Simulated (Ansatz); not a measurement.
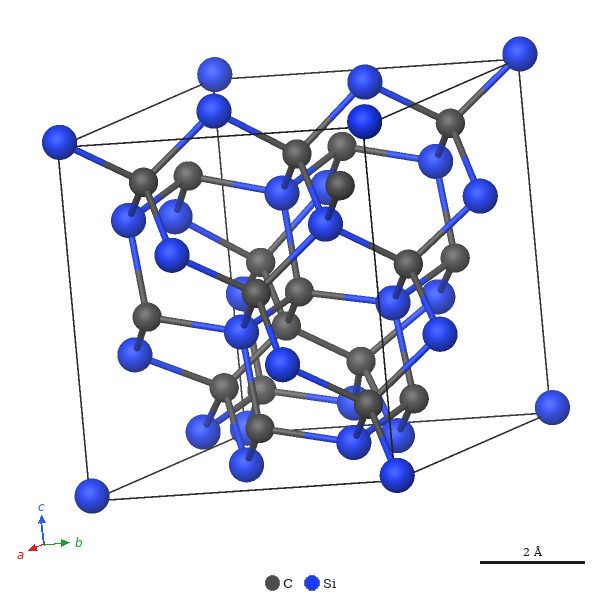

Ball-and-stick representation of a periodic structure, projected slightly off an axis. The supercell is drawn as a box. The host is SiC, in a cell of 36 sites, and the cell carries a charge of -1.

What kind of defect was put in?

Carbon on a silicon site (an antisite). It is bonded to four C in a tetrahedral arrangement at about 1.7 Å.

The numbers come from DFT PBE, scalar-relativistic, plane waves, PAW in Ansatz, using a 420 eV plane-wave basis, k-point mesh 2×2×2, Gaussian smearing of 0.01 eV, collinear spins.

Is the defect spin-polarised?

Yes, 0.5 μB in the cell.

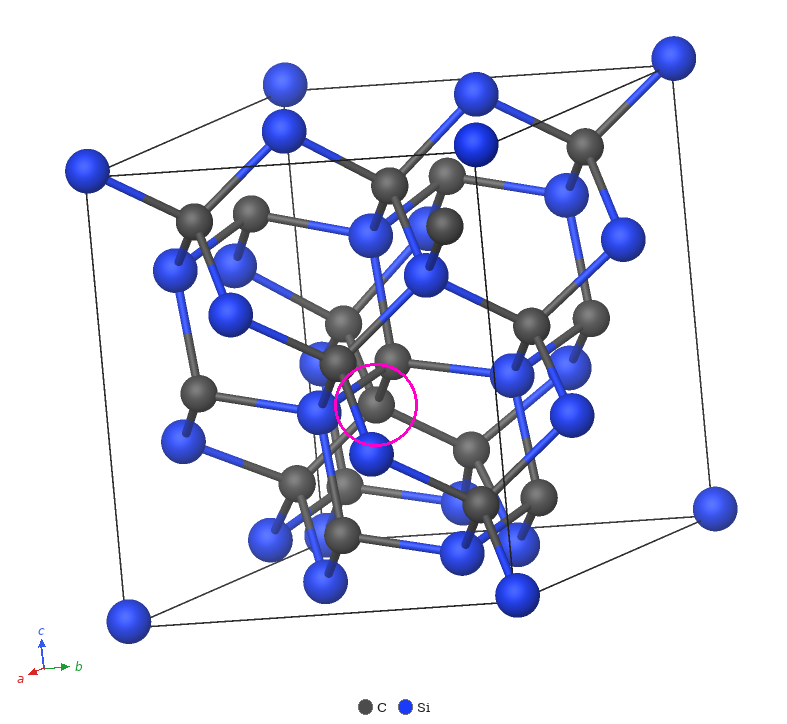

The same cell with a ring at the defect's site.

The atoms were relaxed in the host's cell with DFT PBE, scalar-relativistic, plane waves, PAW (Ansatz 0.2.0).
